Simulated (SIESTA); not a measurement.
**A series of single points on Mn2AlCu3**

System: Mn2AlCu3 (6 atoms in the cell).
Method: Kohn-Sham DFT of a periodic cell, PBEsol, PseudoDojo 0.4 standard, converted to PSML, spin-polarised (SIESTA 5.4.2).

The 5 runs differ only in the geometry, by an even scaling of the cell at fixed fractional positions. The structure derives from a Materials Project entry.

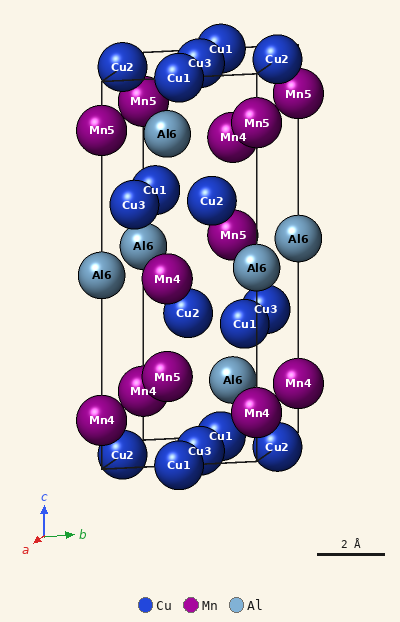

Figure 1. The structure of run 3 (spheres-only view of the cell 3 times as large as that of the calculation, set on its symmetry axes, seen slightly off an axis; atoms are numbered from 1 in the order of the input). An atom can appear more than once, as a periodic image.

### Input of run 3
```
SystemName                      Mn2AlCu3
SystemLabel                     Mn2AlCu3
NumberOfSpecies                 3
NumberOfAtoms                   6
%block ChemicalSpeciesLabel
  1  29 Cu
  2  25 Mn
  3  13 Al
%endblock ChemicalSpeciesLabel

LatticeConstant                 1.0 Ang
%block LatticeVectors
     2.4009669451     1.3861989120     3.9405024107
    -2.4009669451     1.3861989120     3.9405024107
     0.0000000000    -2.7723978240     3.9405024107
%endblock LatticeVectors
AtomicCoordinatesFormat         Fractional
%block AtomicCoordinatesAndAtomicSpecies
     0.0000000000     0.5000000000     0.5000000000  1  Cu
     0.5000000000     0.5000000000     0.0000000000  1  Cu
     0.5000000000     0.0000000000     0.5000000000  1  Cu
     0.1260220000     0.1260220000     0.1260220000  2  Mn
     0.8739780000     0.8739780000     0.8739780000  2  Mn
     0.5000000000     0.5000000000     0.5000000000  3  Al
%endblock AtomicCoordinatesAndAtomicSpecies

%block kgrid.MonkhorstPack
    7   0   0  0.0
    0   7   0  0.0
    0   0   7  0.0
%endblock kgrid.MonkhorstPack
XC.Functional                   GGA
XC.Authors                      PBEsol
PAO.BasisSize                   DZP
PAO.EnergyShift                 0.003 Ry
Mesh.Cutoff                     800 Ry
Spin                            polarized
%block DM.InitSpin
    1   0.600
    2   0.600
    3   0.600
    4   4.000
    5   4.000
    6   0.000
%endblock DM.InitSpin
OccupationFunction              FD
ElectronicTemperature           0.05 eV
MaxSCFIterations                200
SCF.MustConverge                false
SCF.Mixer.Method                Pulay
SCF.Mixer.Weight                0.1
SCF.Mixer.History               10
SCF.DM.Tolerance                5.0e-05
SCF.H.Tolerance                 1.0e-03 eV
WriteForces                     true
Charge.Mulliken                 end
%block PAO.Basis
  Cu 5
  n=3 0 2
    2.374 0.000
  n=4 0 2
    7.224 0.000
  n=3 1 2
    2.662 0.000
  n=4 1 1
    7.224
  n=3 2 2
    4.908 0.000
  Mn 5
  n=3 0 2
    2.738 0.000
  n=4 0 2
    7.595 0.000
  n=3 1 2
    3.070 0.000
  n=4 1 1
    7.595
  n=3 2 2
    5.098 0.000
%endblock PAO.Basis
```

Command:
```bash
siesta < Mn2AlCu3.fdf > Mn2AlCu3.out 2>&1
```

Lattice vectors (Å) and fractional positions of run 3:
```
   2.400967    1.386199    3.940502
  -2.400967    1.386199    3.940502
   0.000000   -2.772398    3.940502
Cu  0.000000  0.500000  0.500000
Cu  0.500000  0.500000 -0.000000
Cu  0.500000  0.000000  0.500000
Mn  0.126022  0.126022  0.126022
Mn  0.873978  0.873978  0.873978
Al  0.500000  0.500000  0.500000
```

Run 2 differs from it as follows:
```diff
-     2.4009669451     1.3861989120     3.9405024107
-    -2.4009669451     1.3861989120     3.9405024107
-     0.0000000000    -2.7723978240     3.9405024107
+     2.3845214499     1.3767041009     3.9135118211
+    -2.3845214499     1.3767041009     3.9135118211
+     0.0000000000    -2.7534082019     3.9135118211
```

### Results, with one run withheld

```csv
run,volume per atom (Å³),"free energy per atom, from the lowest run given (meV)",pressure (GPa)
1,12.580,0.00,2.42
2,12.847,?,?
3,13.115,1.61,−3.08
4,13.383,8.71,−5.35
5,13.650,19.35,−7.30
```

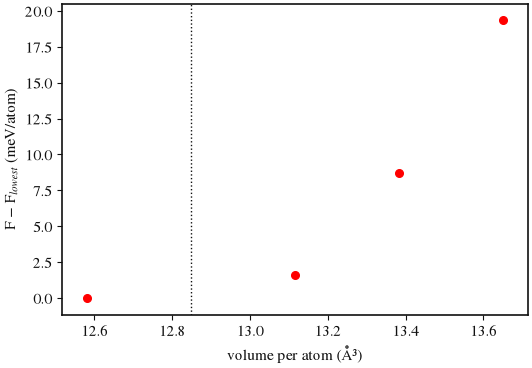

Figure 2. Free energy per atom of the runs given; the dotted line marks run 2.

Fit the runs given and predict run 2.

A quadratic polynomial in V^(−2/3) (the Birch–Murnaghan form), fitted to the 4 runs given, misses them by at most 0.02 meV per atom. With x = V^(−2/3) − 0.17929 Å⁻², it reads F = 2.8116 − 2459.7 x + 3.502e+05 x² (meV per atom). At run 2 it gives −1.42 meV per atom, and the run itself gives −1.48. The slope of the fit gives a pressure −dF/dV of −0.53 GPa there, and the run prints −0.54 GPa. The fit has its minimum at 12.795 Å³ per atom, where V d²F/dV² gives 130 GPa. Cell shape and fractional positions are held, so this is the stiffness under even scaling; the relaxed bulk modulus wasn't computed.

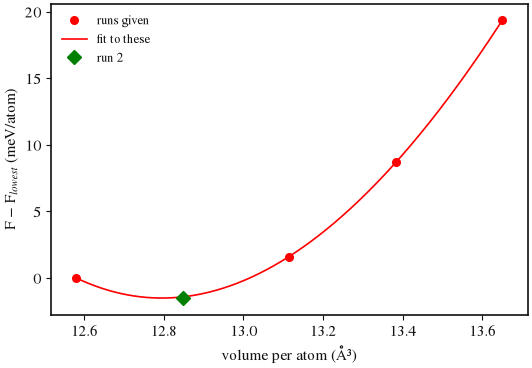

Figure 3. The fit and the withheld run.

### Some lines of the output (run 2)
```
[...]
outcell: Cell volume (Ang**3)        :     77.0832
stepf: Fermi-Dirac step function
siesta: Etot    =    -21161.484084
siesta: FreeEng =    -21161.572934
        iscf     Eharris(eV)        E_KS(eV)     FreeEng(eV)     dDmax    Ef(eV) dHmax(eV)
siesta: E_KS(eV) =           -21447.4267
siesta: E_KS - E_eggbox =    -21447.4267
siesta: Etot    =    -21447.426650
siesta: FreeEng =    -21447.457113
siesta:         Fermi =      -4.095337
siesta: Cell volume =         77.083201 Ang**3
    Orbital volume contribution        =           6.163072 eV
```

Notes: Points of doubt noted for this run: mulliken charges of long orbitals. With a small basis of atomic orbitals these values can differ much from converged plane-wave results.
